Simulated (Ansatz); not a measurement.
System: Au.

The calculation's input:

```
crystal:
  lattice:
    - [1.441628511, 0.8323246089, 7.094640408]
    - [-1.441628511, 0.8323246089, 7.094640408]
    - [0.0, -1.6646492178, 7.094640408]
  atoms:
    - { symbol: Au, position: [0.0, 0.0, 0.0] }
    - { symbol: Au, position: [0.7775560858, 0.7775560858, 0.7775560858] }
    - { symbol: Au, position: [0.2224439142, 0.2224439142, 0.2224439142] }
basis:
  ecutwfc: 420
kpoints:
  mp_grid: { grid: [18, 18, 18] }
hamiltonian:
  xc: pbesol
scf:
  occupations: { method: gaussian, width: 0.1 }
output:
  forces: true
  stress: true
  eigenvalues: true
  write_density: true
  write_potential: true
  elf: true
  volumetric_format: npy
relax:
  adjacent_minimum: "off"
  f_tol: 0.01
  max_steps: 60
  cell: { stress_tol: 0.1 }
```

Command:

```sh
ansatz run input.yaml --threads 1 --pin off --max-ram 2560MiB --backend cpu --events-out ev --progress --plain --runs-dir out
```

Below, planes, directions and counts refer to the conventional cell (a = 2.88 Å, b = 2.88 Å, c = 21.36 Å, α = 90.00°, β = 90.00°, γ = 120.00°).

The fields are those of the run's last geometry, not of the input's.

Space group R-3m; computed without spin polarisation.

Level of theory: Ansatz, DFT PBEsol, scalar-relativistic, plane waves, PAW.

What will maps of the valence pseudo-density and electron localisation function show?

Answer. Au–Au (2.88 Å): the density is about 0.28 e/Å³ at the midpoint; the ELF is about 0.20 at the midpoint: no shared electron pair shows on this line.

Does the calculation give a band gap?

Answer. It is gapless in this calculation (a metal or semimetal).

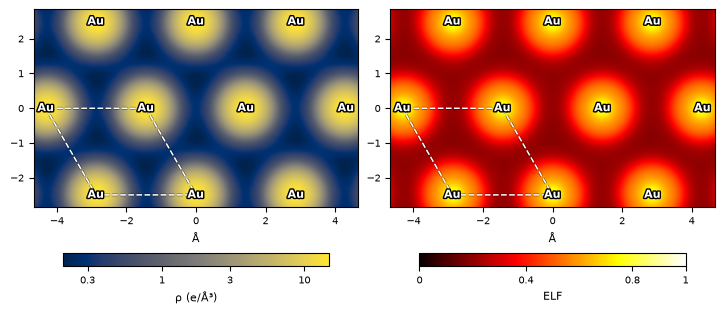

Computed valence pseudo-density and electron localisation function on the (001) plane of the conventional cell, in this order. 

The density is the valence pseudo-density of a PAW calculation; it isn't the true density close to the nuclei.
